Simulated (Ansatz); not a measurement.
# Geometry relaxation of Ta (part 1 of 2)

- system: Ta (slab, 5 atoms in the cell)
- method: DFT PBE, scalar-relativistic, plane waves, PAW, no spin polarisation (Ansatz 0.2.0)

It belongs to a series of runs on one base structure; here: (1 1 0) slab, atoms relaxed. Figures and captions count atoms from 1; the log counts them from 0 in places.

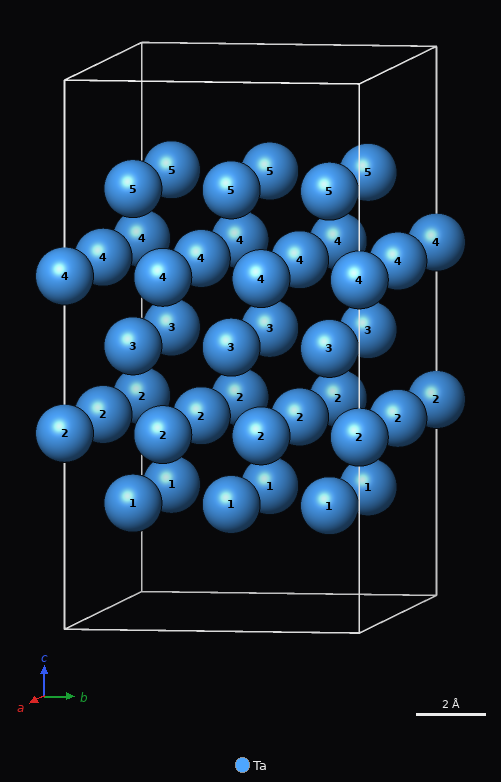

*The starting structure (spheres-only view of the 2 × 3 repeat of the cell, with the vacuum cut short, seen slightly off an axis; atoms are numbered from 1 in the order of the input).*

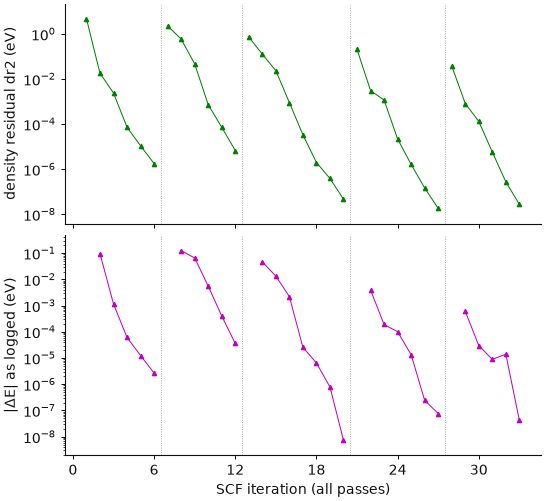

*Convergence of the self-consistent field: density residual dr2 and size of the energy change against the SCF iteration. The dotted lines part the SCF passes of the relaxation: geometry steps, rejected trials and re-solves on a re-selected basis.*

The 5 passes take 6 to 8 iterations each, 33 in all.

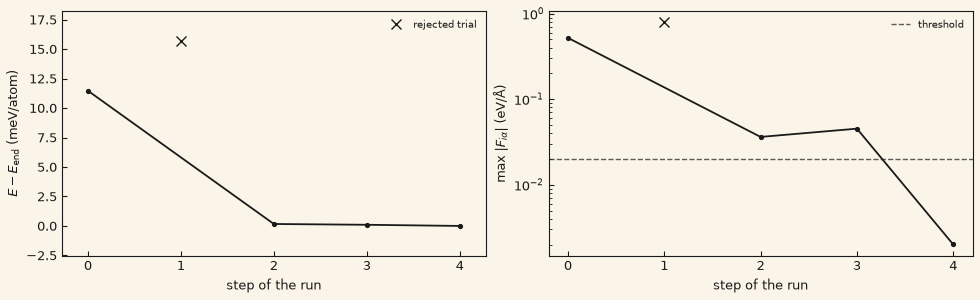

*Progress of the relaxation, step by step (the first geometry is step 0 here and step 1 in the log).*

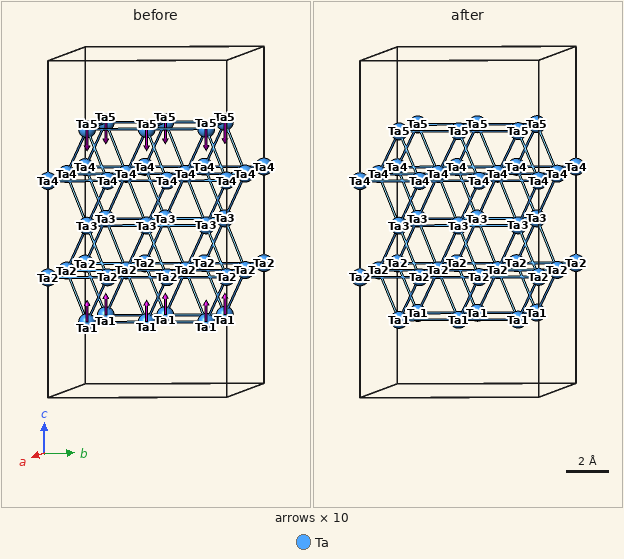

*Before (left) and after (right) the relaxation, at one scale (ball-and-stick view of the 2 × 3 repeat of the cell, with the vacuum cut short, seen slightly off an axis). The pink arrows give the displacements, magnified 10 times.*

The energy falls by 11.5 meV per atom in 4 geometry steps. Largest force component: 0.52 eV/Å at the start, 0.002 eV/Å at the end. The line search rejected the trial step at point 1 (counted from 0) and went back. The largest moves, 0.11 Å, are those of Ta1 and Ta5. The cell stays as it was. Among the contacts that change: Ta1–Ta2 2.874 → 2.790 Å. Among the angles that change: Ta2–Ta1–Ta2 70.5° → 73.0°. (Atoms are counted from 1 in the order of the input.)

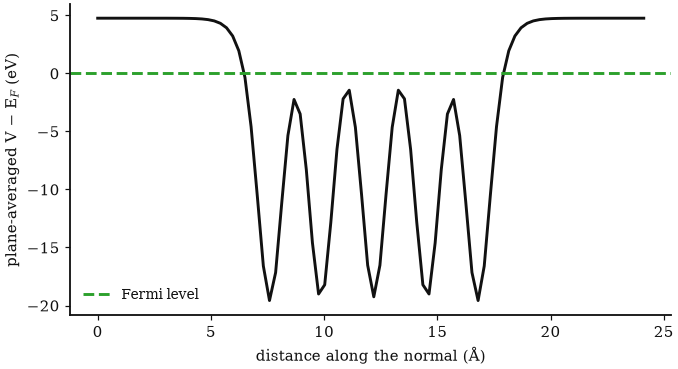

*Plane average of the electrostatic potential energy of an electron across the cell, from the Fermi level.*

The vacuum level lies 4.76 eV above the Fermi level.

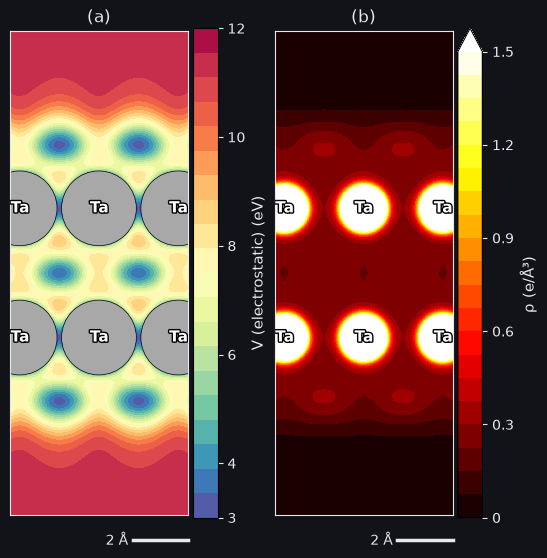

*(a) electrostatic potential energy of an electron; (b) valence charge density (pseudo) on the (010) plane of the calculation cell, a cut from vacuum to vacuum. Grey discs, where drawn, cover atomic cores.*

Atoms in the plane: Ta. Ta–Ta (2.87 Å): ρ at the midpoint is about 0.3 e/Å³. The density dies away to nearly zero in the vacuum. The fields are those of the smooth PAW valence density.

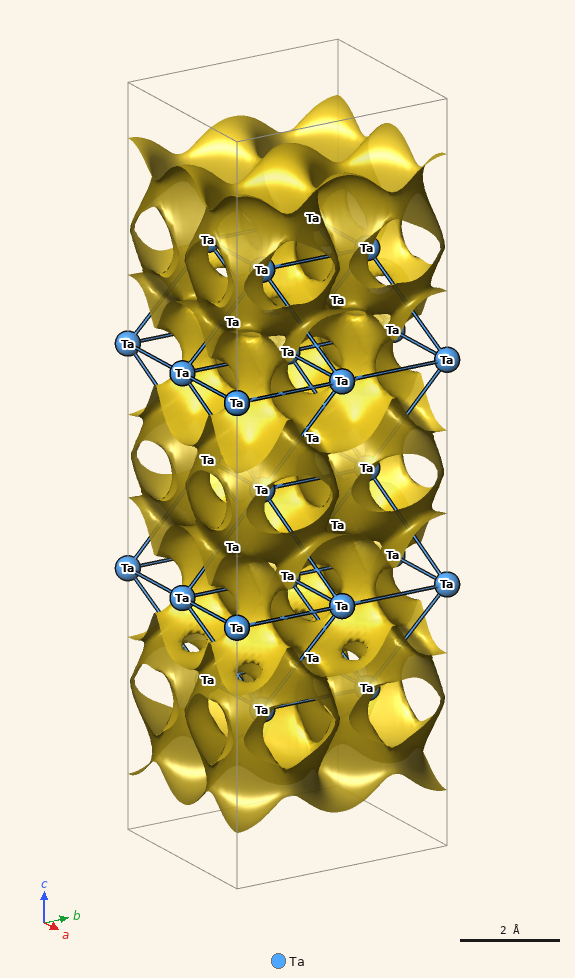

*Isosurface of the ELF at 0.4 (yellow), seen slightly off an axis. Only the valence region is drawn (cores and ρ < 0.01 e/Å³ removed). Sticks mark near contacts.*

The ELF exceeds this value in sheets that run through the cell in two directions, counted in one cell of 5 atoms. Counts are for one cell; the picture repeats the cell along the surface. Along the contacts the grid gives the following. Ta–Ta (2.79 Å): the ELF is about 0.35 at the midpoint (no shared electron pair). Ta–Ta (2.87 Å): the ELF is about 0.30 at the midpoint; no shared electron pair.

These pictures come from the run below.

**The input**
```yaml
crystal:
  lattice:
    - [2.8743851013, 0.0, 0.0]
    - [-0.9581283671, 2.7099962625, 0.0]
    - [0.0, 0.0, 24.3877024301]
  atoms:
    - { symbol: Ta, position: [0.5, 0.5, 0.307532045] }
    - { symbol: Ta, position: [0.0, 0.0, 0.4037660225] }
    - { symbol: Ta, position: [0.5, 0.5, 0.5] }
    - { symbol: Ta, position: [0.0, 0.0, 0.5962339775] }
    - { symbol: Ta, position: [0.5, 0.5, 0.692467955] }
basis:
  ecutwfc: 420
kpoints:
  mp_grid: { grid: [13, 13, 1] }
hamiltonian:
  xc: pbe
scf:
  occupations: { method: gaussian, width: 0.1 }
output:
  forces: true
  eigenvalues: true
  write_density: true
  write_potential: true
  elf: true
  volumetric_format: npy
relax:
  adjacent_minimum: "off"
  f_tol: 0.02
  max_steps: 60
efield:
  axis: 3
  dipole_correction: true
  ramp_width: 0.04
```

Launched with:
```bash
ansatz run input.yaml --threads 2 --pin off --max-ram 4096MiB --backend cpu --events-out ev --progress --plain --runs-dir out
```

**The program's output**
```
Engine: ansatz 0.2.0, x86_64-unknown-linux-gnu
Pseudopotentials: kind: paw
Pseudopotential: Ta, paw, valence charge 13, recommended cutoff 420 eV (normal), Ta.paw.azcp
Functional definition: PBE
  parameter kappa = 0.804
  parameter beta = 0.06672455060314922
  exchange = pbe_x(kappa = kappa, mu = beta*pi^2/3)
  correlation = pbe_c(beta = beta)
Crystal: 5 atoms, lattice volume = 189.970 Å³
Basis set: ecut = 420 eV, 3715 PW (Γ), exchange–correlation on 40×40×360 points (8 copies of the dense FFT grid, shifted against one another)
Bands: 39, of which v1, the nominal top of the filled ones, is band 33 counted from 1 (32 counted from 0)
Symmetry: 4 space group operations
k-points: 49 of 169
Non-local potential: Ta, projectors of the file, l = 0: 3, l = 1: 2, l = 2: 2, l = 3: 1
PAW form: soft (Blöchl's): semilocal exchange-correlation on the pseudo side does not see the compensation charge
PAW one-centre angular grid: Ta, 590 points (default); XC on 64 Gauss nodes
Initial density: superposition of atomic densities (neutral atoms: chi_scale 0, normalization atom), corrected by the library's trained network
Initial wavefunctions: pseudopotential atomic-orbital guess
Functional: x = pbe(κ = 0.804, μ = 0.2195149727645171), c = pbe(β = 0.06672455060314922)
SCF iter   1: F=—  HF=-49658.999355 eV  |F-HF|=—  |Δ(HF+E_count)|=         —  Δρ=8.58e-3  dr2=4.76e0  ethr=1.77e-3  p=0.000 e·Å  D=2.29e-13 V/Å  ΔV_dip=-0.00 eV  dr2_dipole=3.71e-9  V_vac-E_F(+/−)=5.10/5.10 eV  ⟨swp⟩=7.5  Hψ=8860  notcnv=0
efield: sawtooth ramp at fractional position 0.9800 (placed from the atoms, in the widest stretch of the axis that holds none; the zero of the levels goes with the place), width 0.0400; the density the first Hamiltonian is built on has a dipole p = 0.000 e·Å; the dipole correction subtracts the counter field D = 2.29e-13 V/Å, which shifts the + side's vacuum level by -0.00 eV against the − side's; the planar-averaged density in the ramp window peaks in size at 4.1e-5 e/Å³
preconditioner: auto → LDOS  [metal: Δε(μ)=0.003 eV  Ē_g=3.720 eV  σ=0.100 eV  W_gap=0.02  n_scr=16 (ndim 8)  ℏωp=13.5 eV  f_vac=0.445  D(μ)=6.61/eV (n_scr^D=46)  β→1.0]
SCF iter   2: F=—  HF=-49658.902949 eV  |F-HF|=—  |Δ(HF+E_count)|=   9.64e-2  Δρ=1.87e-3  dr2=1.81e-2  ethr=1.77e-3  p=-0.000 e·Å  D=-8.47e-6 V/Å  ΔV_dip=0.00 eV  dr2_dipole=2.61e-8  V_vac-E_F(+/−)=4.83/4.83 eV  ⟨swp⟩=2.2  Hψ=2403  notcnv=0  defer=18
SCF iter   3: F=—  HF=-49658.904110 eV  |F-HF|=—  |Δ(HF+E_count)|=   1.16e-3  Δρ=5.68e-4  dr2=2.39e-3  ethr=2.78e-5  p=0.000 e·Å  D=2.23e-6 V/Å  ΔV_dip=-0.00 eV  dr2_dipole=4.61e-8  V_vac-E_F(+/−)=4.82/4.82 eV  ⟨swp⟩=2.8  Hψ=3505  notcnv=0  defer=43
SCF iter   4: F=—  HF=-49658.904049 eV  |F-HF|=—  |Δ(HF+E_count)|=   6.10e-5  Δρ=1.84e-4  dr2=7.24e-5  ethr=3.67e-6  p=0.000 e·Å  D=1.26e-6 V/Å  ΔV_dip=-0.00 eV  dr2_dipole=5.80e-10  V_vac-E_F(+/−)=4.82/4.82 eV  ⟨swp⟩=2.1  Hψ=2746  notcnv=0  defer=41
SCF iter   5: F=—  HF=-49658.904062 eV  |F-HF|=—  |Δ(HF+E_count)|=   1.25e-5  Δρ=5.76e-5  dr2=1.09e-5  ethr=1.11e-7  p=-0.000 e·Å  D=-4.01e-7 V/Å  ΔV_dip=0.00 eV  dr2_dipole=6.36e-12  V_vac-E_F(+/−)=4.81/4.81 eV  ⟨swp⟩=2.7  Hψ=3417  notcnv=0  defer=41
SCF iter   6: F=-49658.904063 eV  HF=-49658.904064 eV  |F-HF|=1.00e-6  |Δ(HF+E_count)|=   2.68e-6  Δρ=2.01e-5  dr2=1.78e-6  ethr=1.54e-8  p=0.000 e·Å  D=4.30e-7 V/Å  ΔV_dip=-0.00 eV  dr2_dipole=2.78e-11  V_vac-E_F(+/−)=4.81/4.81 eV  ⟨swp⟩=22.1  Hψ=19606  notcnv=0
SCF 1 converged in 6 iterations: F = -49658.904063 eV  dr2 = 1.78e-6
  greatest PAW one-centre occupation: 0.999 electrons in one spin orbital (limit 2), on the Ta atom at site 1 (counted from 0), in its partial waves of l = 0
relax step   1: F+E_penalty+E_count = -49658.90406343 eV  Δ(F+E_penalty+E_count) = +0.000e0 eV  max|allowed force component| = 5.215e-1 eV/Å  Δτ_max = 0.0000 Å  (6 SCF iters, dr2 threshold 1.00e-5 eV, accepted)
Initial density: handed on by an earlier stage of this run
Initial wavefunctions: those handed on with the density
SCF iter   1: F=—  HF=-49659.079673 eV  |F-HF|=—  |Δ(HF+E_count)|=         —  Δρ=1.42e-2  dr2=2.29e0  ethr=3.10e-3  p=0.000 e·Å  D=4.30e-7 V/Å  ΔV_dip=-0.00 eV  dr2_dipole=3.78e-9  V_vac-E_F(+/−)=4.85/4.85 eV  ⟨swp⟩=6.2  Hψ=5476  notcnv=0  defer=37
efield: sawtooth ramp at fractional position 0.9800 (handed on by an earlier solve), width 0.0400; the density the first Hamiltonian is built on has a dipole p = 0.000 e·Å; the dipole correction subtracts the counter field D = 4.30e-7 V/Å, which shifts the + side's vacuum level by -0.00 eV against the − side's; the planar-averaged density in the ramp window peaks in size at 1.5e-5 e/Å³
preconditioner: auto → LDOS  [metal: Δε(μ)=0.034 eV  Ē_g=3.896 eV  σ=0.100 eV  W_gap=0.19  n_scr=16 (ndim 8)  ℏωp=13.5 eV  f_vac=0.465  D(μ)=6.26/eV (n_scr^D=38)  β→1.0]
SCF iter   2: F=—  HF=-49658.953757 eV  |F-HF|=—  |Δ(HF+E_count)|=   1.26e-1  Δρ=8.58e-3  dr2=5.92e-1  ethr=3.10e-3  p=-0.000 e·Å  D=-1.09e-5 V/Å  ΔV_dip=0.00 eV  dr2_dipole=5.03e-12  V_vac-E_F(+/−)=4.44/4.44 eV  ⟨swp⟩=3.3  Hψ=3402  notcnv=0  defer=57
SCF iter   3: F=—  HF=-49658.887964 eV  |F-HF|=—  |Δ(HF+E_count)|=   6.58e-2  Δρ=2.42e-3  dr2=4.70e-2  ethr=9.11e-4  p=-0.000 e·Å  D=-3.36e-6 V/Å  ΔV_dip=0.00 eV  dr2_dipole=4.24e-10  V_vac-E_F(+/−)=4.65/4.65 eV  ⟨swp⟩=3.4  Hψ=3708  notcnv=0  defer=57
SCF iter   4: F=—  HF=-49658.882363 eV  |F-HF|=—  |Δ(HF+E_count)|=   5.60e-3  Δρ=5.92e-4  dr2=7.31e-4  ethr=7.23e-5  p=-0.000 e·Å  D=-2.55e-6 V/Å  ΔV_dip=0.00 eV  dr2_dipole=7.85e-10  V_vac-E_F(+/−)=4.64/4.64 eV  ⟨swp⟩=2.6  Hψ=3147  notcnv=0  defer=57
SCF iter   5: F=—  HF=-49658.882766 eV  |F-HF|=—  |Δ(HF+E_count)|=   4.03e-4  Δρ=1.67e-4  dr2=7.22e-5  ethr=1.13e-6  p=-0.000 e·Å  D=-1.35e-6 V/Å  ΔV_dip=0.00 eV  dr2_dipole=1.04e-11  V_vac-E_F(+/−)=4.66/4.66 eV  ⟨swp⟩=2.3  Hψ=2960  notcnv=0  defer=57
SCF iter   6: F=-49658.882801 eV  HF=-49658.882802 eV  |F-HF|=1.01e-6  |Δ(HF+E_count)|=   3.61e-5  Δρ=4.05e-5  dr2=6.74e-6  ethr=2.61e-8  p=-0.000 e·Å  D=-1.07e-6 V/Å  ΔV_dip=0.00 eV  dr2_dipole=6.40e-12  V_vac-E_F(+/−)=4.67/4.67 eV  ⟨swp⟩=23.6  Hψ=21291  notcnv=0
SCF 2 converged in 6 iterations: F = -49658.882801 eV  dr2 = 6.74e-6
  Residual-converged pass: ⟨swp⟩=1.0  Hψ=2107  notcnv=0  max |occ|·‖R‖ = 7.0e-9 eV (tolerance 1.0e-8 eV)  dr2=6.74e-6  dr2_onsite=2.07e-8  max |Δocc| = 3.0e-10
  greatest PAW one-centre occupation: 1.000 electrons in one spin orbital (limit 2), on the Ta atom at site 0 (counted from 0), in its partial waves of l = 0
relax step   2: F+E_penalty+E_count = -49658.88280141 eV  Δ(F+E_penalty+E_count) = +2.126e-2 eV  max|allowed force component| = 7.965e-1 eV/Å  Δτ_max = 0.1948 Å  (6 SCF iters, dr2 threshold 1.70e-5 eV, rejected (line search))
iter 1 solved again at ethr=1.02e-3 eV; its pass at ethr=3.10e-3 eV (dr2=6.63e-1 eV) is discarded
```
